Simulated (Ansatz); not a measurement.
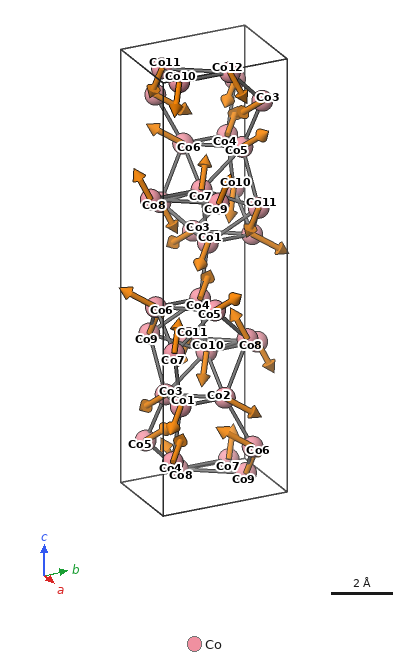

A relaxation of crystalline Co (built on the alpha-boron_166 type) (coarse preliminary run). The starting structure is drawn; orange arrows show the displacements (the part carried along by the change of the cell is left out), 3 times their true length.

Style: ball-and-stick. Shown: the conventional cell (3 times the calculation's cell), slightly off an axis. Lengths and directions refer to the drawn axes.

Case: alpha-boron type (R-3m, No. 166).

All numbers below come from Ansatz, DFT PBEsol, scalar-relativistic, plane waves, PAW.

Input file:
```yaml
crystal:
  lattice:
    - [2.8618342082, 1.6522807505, 4.8805782458]
    - [-2.8618342082, 1.6522807505, 4.8805782458]
    - [0.0, -3.3045615009, 4.8805782458]
  atoms:
    - { symbol: Co, position: [0.01019, 0.65361, 0.01019], spin: 0.35 }
    - { symbol: Co, position: [0.01019, 0.01019, 0.65361], spin: 0.35 }
    - { symbol: Co, position: [0.65361, 0.01019, 0.01019], spin: 0.35 }
    - { symbol: Co, position: [0.98981, 0.34639, 0.98981], spin: 0.35 }
    - { symbol: Co, position: [0.34639, 0.98981, 0.98981], spin: 0.35 }
    - { symbol: Co, position: [0.98981, 0.98981, 0.34639], spin: 0.35 }
    - { symbol: Co, position: [0.22118, 0.6306, 0.22118], spin: 0.63 }
    - { symbol: Co, position: [0.22118, 0.22118, 0.6306], spin: 0.63 }
    - { symbol: Co, position: [0.6306, 0.22118, 0.22118], spin: 0.63 }
    - { symbol: Co, position: [0.77882, 0.3694, 0.77882], spin: 0.63 }
    - { symbol: Co, position: [0.3694, 0.77882, 0.77882], spin: 0.63 }
    - { symbol: Co, position: [0.77882, 0.77882, 0.3694], spin: 0.63 }
basis:
  ecutwfc: 420
kpoints:
  mp_grid: { grid: [6, 6, 6] }
hamiltonian:
  xc: pbesol
scf:
  occupations: { method: gaussian, width: 0.1 }
  lower_state_search: "off"
output:
  forces: true
  stress: true
  eigenvalues: true
  populations: true
magnetization:
  spin_polarized: true
relax:
  adjacent_minimum: "off"
  f_tol: 0.04
  max_steps: 70
  cell: { stress_tol: 0.4 }
```

What did the optimiser do to the structure, and how much energy did it gain?

Answer. The energy falls by 806 meV per atom in 32 accepted moves (39 points after the start). The largest force component goes from 5.7 to 0.0038 eV/Å. The pressure goes from 54.37 to −0.02 GPa. The line search rejected the trial steps at points 15, 19 of the run. At 5 points the geometry stayed and the basis and grid were re-selected for the new cell (energy shift of 26.5 meV per atom at most each time). The largest moves relative to the cell, 0.49 Å, are those of Co1, Co2, Co3, Co4, Co5 and Co6. Co5 goes in a general direction near [2 1 0]. The drawn cell changes as follows: a = b 5.724 → 4.759 Å (−16.8 %), c 14.642 → 23.526 Å (+60.7 %); the volume changes by +11.1 %. Some distances before and after: Co1–Co7 2.095 → 3.741 Å, Co1–Co2 3.683 → 2.324 Å, Co10–Co11 3.380 → 2.469 Å, Co1–Co2 (another image) 2.041 → 2.435 Å. New bonds form: Co10–Co11 (3.38 → 2.47 Å), Co10–Co12 (3.38 → 2.47 Å), Co11–Co12 (3.38 → 2.47 Å), Co1–Co2 (3.68 → 2.32 Å). Bonds break: Co1–Co7 (2.10 → 3.74 Å), Co2–Co8 (2.10 → 3.74 Å), Co3–Co9 (2.10 → 3.74 Å), Co4–Co10 (2.10 → 3.74 Å). Among the angles between lasting bonds that change: Co10–Co8–Co11 108.9° → 63.0°, Co4–Co8–Co10 60.1° → 105.6°, Co11–Co1–Co12 107.0° → 63.8°. The space group stays R-3m (No. 166).
